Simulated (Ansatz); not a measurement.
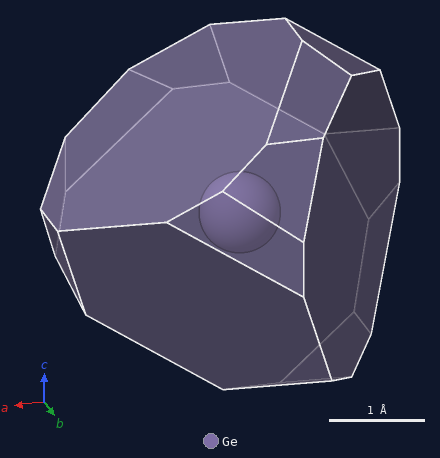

Voronoi–Dirichlet polyhedron, computed geometrically; every face belongs to one neighbour and no atomic radii are used. Central atom: Ge (16c) in Ge; faces take the colour of the neighbour behind them. Source: the end point of a relaxation with DFT PBEsol, scalar-relativistic, plane waves, PAW in Ansatz.

Ge, space group Ia-3 (No. 206), a = 6.939 Å, b = 6.939 Å, c = 6.939 Å, α = 90.00°, β = 90.00°, γ = 90.00°

| site | Wyckoff | x | y | z |
| --- | --- | --- | --- | --- |
| Ge | 16c | 0.1479 | 0.6479 | 0.8521 |

> What is the volume of this Voronoi cell?

20.9 Å³, equal to the mean volume per atom.

> How many faces does the cell have, and of which kinds?

17 faces, index ⟨0,12,0,2,0,0,0,3⟩.

> Tabulate the neighbours by distance and solid angle.

```csv
neighbour,faces,distance (Å),solid angle (% of sphere)
Ge,1,2.45,18.5
Ge,3,2.49,57.9
Ge,1,3.56,6.9
Ge,6,3.75,8.9
Ge,6,4.03,7.8
```
